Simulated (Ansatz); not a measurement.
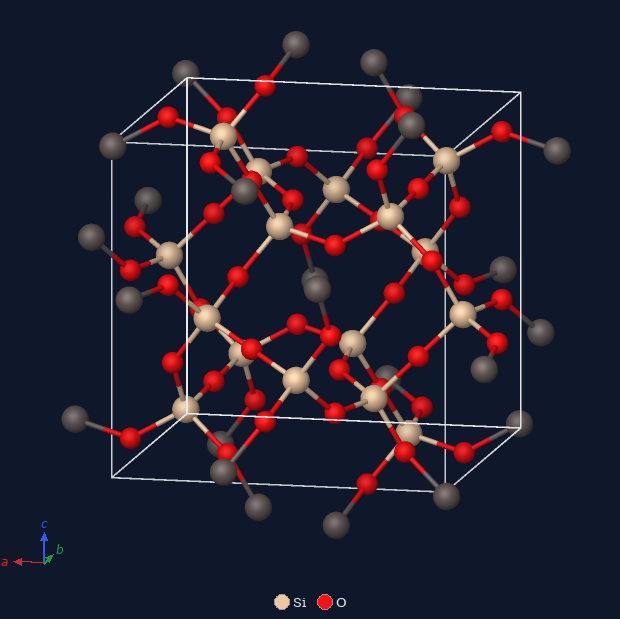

This ball-and-stick model is shown from a general direction. Lines trace the edges of the conventional unit cell. Bonded atoms from the next cells complete the picture, in fainter colours. Cell: a = 8.447 Å, b = 8.447 Å, c = 8.447 Å, α = 90.00°, β = 90.00°, γ = 90.00°.

Explain the picture.

The solid is SiO₂. Its lattice is body-centred cubic, its space group Ia-3 (No. 206). Cell content: 16 Si, 32 O, that is 16 formula units. Si is coordinated by four O in a tetrahedral arrangement at about 1.6 Å. Each O has two Si at about 1.6 Å. The bonds build a three-dimensional framework.

Provenance: a structure listed in the Materials Project. Earlier steps of the study, as a rule a relaxation of our own, may have changed the cell and positions, so they can lie some per cent off the listed ones. Ansatz was used for an electronic-structure calculation on it.
